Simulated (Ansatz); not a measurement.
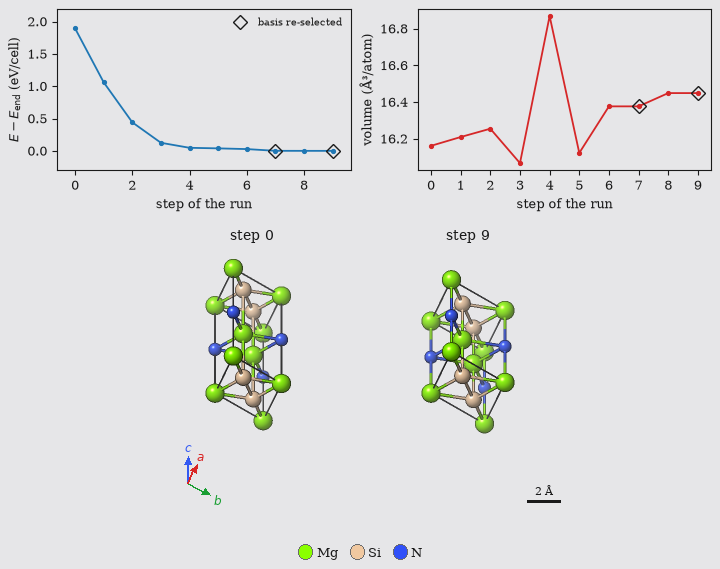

First and last geometry of a relaxation of crystalline Mg₃Si₂N (a generated structure, set up in P6/mmm) (coarse preliminary run), with the history of the run. Style: ball-and-stick. Shown: the cell of the calculation, from a free direction.

Theory: DFT PBE, scalar-relativistic, plane waves, PAW (Ansatz 0.2.0).

Input
```yaml
crystal:
  lattice:
    - [4.17034483, 0.0, 0.0]
    - [-2.08517242, 3.61162457, 0.0]
    - [0.0, 0.0, 6.43792711]
  atoms:
    - { symbol: Mg, position: [0.0, 0.0, 0.0] }
    - { symbol: Mg, position: [0.33333333, 0.66666667, 0.5] }
    - { symbol: Mg, position: [0.66666667, 0.33333333, 0.5] }
    - { symbol: Si, position: [0.33333333, 0.66666667, 0.0] }
    - { symbol: Si, position: [0.66666667, 0.33333333, 0.0] }
    - { symbol: "N", position: [0.0, 0.0, 0.5] }
basis:
  ecutwfc: 420
kpoints:
  mp_grid: { grid: [6, 6, 4] }
hamiltonian:
  xc: pbe
scf:
  occupations: { method: gaussian, width: 0.1 }
  lower_state_search: "off"
output:
  forces: true
  stress: true
  eigenvalues: true
relax:
  adjacent_minimum: "off"
  f_tol: 0.04
  max_steps: 70
  cell: { stress_tol: 0.4 }
```

Run as
```bash
ansatz run input.yaml --threads 1 --pin off --max-ram 2560MiB --backend cpu --events-out ev --progress --plain --runs-dir out
```

Question: Read the history and describe the run.

Answer: It converged. No atom moves by more than 0.005 Å relative to the cell. The drawn cell changes as follows: a = b 4.170 → 4.641 Å (+11.3 %), c 6.438 → 5.291 Å (−17.8 %); the volume changes by +1.8 %. Near-neighbour distances that change, for instance: Mg2–Si4 3.219 → 2.645 Å, Mg1–N6 3.219 → 2.645 Å, Mg2–Mg3 2.408 → 2.680 Å, Mg1–Si4 2.408 → 2.680 Å. The space group stays P6/mmm (No. 191). Over 7 accepted moves (9 points after the start) the energy falls by 1.894 eV per cell of the calculation. All forces vanish by symmetry, so only the cell relaxes. The pressure goes from 11.01 to 0.03 GPa. The SCF was repeated twice at an unchanged geometry on a basis and grid sized afresh for the cell, which shifted the energy by 26.8 meV per cell of the calculation at most. The run took 84 s on 1 thread of Intel(R) Xeon(R) Processor @ 2.50GHz (Skylake/Cascade Lake), on a shared host, peak memory 0.39 GiB.

```tsv
step	E − E(0), meV/atom	pressure, GPa	volume, Å³/atom	note
0	0.00	11.01	16.161	
1	-138.99	6.39	16.209	
2	-242.14	3.04	16.254	
3	-294.88	1.97	16.067	
4	-307.82	-1.92	16.868	
5	-309.28	1.15	16.122	
6	-311.13	0.02	16.376	
7	-315.59	0.32	16.376	same geometry, new basis
8	-315.69	0.03	16.449	
9	-315.72	0.03	16.449	same geometry, new basis
```
